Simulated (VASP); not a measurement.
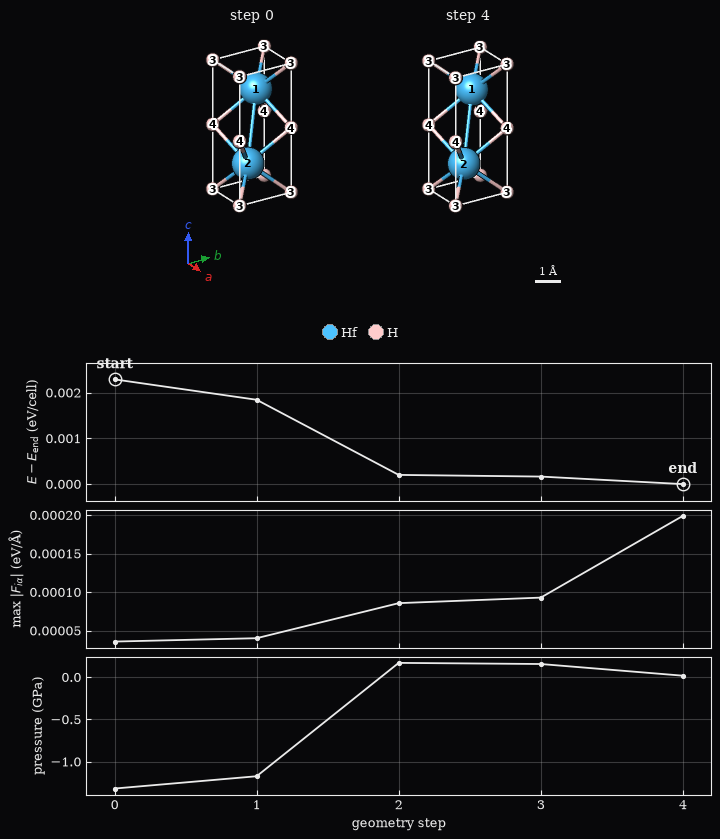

First and last geometry of a relaxation of solid HfH (a generated structure, set up in P6_3/mmc), with the history of the run. The picture is a ball-and-stick view of the cell of the calculation, seen slightly off an axis.

The run lets cell and atoms move.

All numbers below come from Kohn-Sham DFT of a periodic cell, LDA, DFT+U, spin-orbit coupling, VASP PAW LDA potentials, gw, light (VASP).

Input
```python
from ase.calculators.vasp import Vasp
from ase.filters import FrechetCellFilter
from ase.io import read
from ase.optimize import BFGS

atoms = read('POSCAR')
calc = Vasp(
    directory='calc',
    xc='lda',
    pp='LDA',
    setups='gw',
    prec='Accurate',
    encut=630,
    ediff=1e-07,
    ismear=0,
    sigma=0.05,
    lreal=False,
    lasph=True,
    nelm=60,
    algo='Normal',
    isif=2,
    lwave=False,
    lcharg=False,
    lorbit=11,
    lsorbit=True,
    gga_compat=False,
    lmaxmix=4,
    ldautype=2,
    ldauprint=1,
    ldau_luj={'Hf': {'L': 2, 'U': 3, 'J': 0}},
    kpts=[7, 7, 4],
    gamma=True,
)
atoms.calc = calc
opt = BFGS(FrechetCellFilter(atoms), trajectory='relax.traj')
converged = opt.run(fmax=0.005, steps=40)
print('converged:', converged)

print('energy (eV):', atoms.get_potential_energy())
print('free energy (eV):', atoms.get_potential_energy(force_consistent=True))
print('forces (eV/A):')
print(atoms.get_forces())
print('stress (eV/A^3, Voigt):', atoms.get_stress())
print('Fermi level (eV):', calc.get_fermi_level())
print('cell (A, degrees):', atoms.cell.cellpar())
print('volume (A^3):', atoms.get_volume())
print('scaled positions:')
print(atoms.get_scaled_positions())
```

Command:
```bash
python run.py
```

### What do the curves and the structures tell?

It converged. The energy falls by 2.3 meV per cell of the calculation in 4 geometry steps. The pressure goes from −1.32 to 0.02 GPa. The atoms keep their places relative to the cell (all moves are under 0.005 Å). Cell: a = b 3.206 → 3.204 Å (−0.1 %), c 5.328 → 5.286 Å (−0.8 %). Volume −0.9 %. Near-neighbour distances that change, for instance: Hf1–Hf2 3.244 → 3.226 Å, Hf1–H3 2.281 → 2.273 Å. The space group stays P6_3/mmc (No. 194). It ran on 1 thread of Intel(R) Xeon(R) 6975P-C (Granite Rapids) (shared host).
